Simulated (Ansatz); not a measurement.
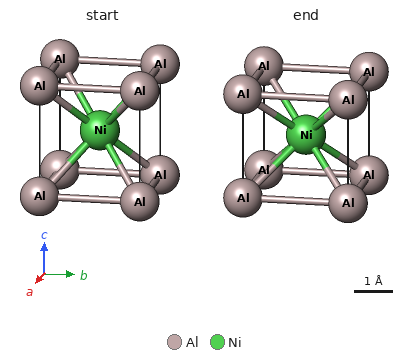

The structure of solid AlNi (set up in Cmmm) before (left) and after (right) a relaxation, at one scale.

Style: ball-and-stick. Shown: the cell of the calculation, slightly off an axis.

Level of theory: DFT PBE, scalar-relativistic, plane waves, PAW in Ansatz 0.2.0.

Input file:
```yaml
crystal:
  lattice:
    - [1.938694, -1.95319015, 0.0]
    - [1.938694, 1.95319015, 0.0]
    - [0.0, 0.0, 3.0994300413]
  atoms:
    - { symbol: Al, position: [0.0, 0.0, 0.0] }
    - { symbol: Ni, position: [0.5, 0.5, 0.5] }
basis:
  ecutwfc: 420
kpoints:
  mp_grid: { grid: [16, 16, 14] }
hamiltonian:
  xc: pbe
scf:
  occupations: { method: gaussian, width: 0.1 }
output:
  forces: true
  stress: true
  eigenvalues: true
  write_density: true
  write_potential: true
  elf: true
  volumetric_format: npy
relax:
  adjacent_minimum: "off"
  f_tol: 0.005
  max_steps: 80
  cell: { stress_tol: 0.05 }
```

Launched with:
```bash
ansatz run input.yaml --threads 1 --pin off --max-ram 2560MiB --backend cpu --events-out ev --progress --plain --runs-dir out
```

Question: Summarise the run.

Answer: Over 5 accepted moves (7 points after the start) the energy falls by 27.8 meV per atom. All forces vanish by symmetry, so only the cell relaxes. Pressure: 5.85 GPa at the start and 0.00 GPa at the end. At 2 points the geometry stayed and the basis and grid were re-selected for the new cell (energy shift of 0.5 meV per atom at most each time). No atom moves by more than 0.005 Å relative to the cell. Cell: a = b 2.752 → 2.889 Å (+5.0 %), c 3.099 → 2.901 Å (−6.4 %), γ 90.4° → 90.0°. Volume +3.2 %. Among the contacts that change: Al1–Al1 2.752 → 2.889 Å, Ni2–Ni2 2.752 → 2.889 Å, Al1–Ni2 2.482 → 2.505 Å. The space group (tolerance 0.01 Å) goes from Cmmm (No. 65) to P4/mmm (No. 123). The run took 80 s on 1 thread of Arm Neoverse V2 (shared host), peak memory 0.49 GiB.
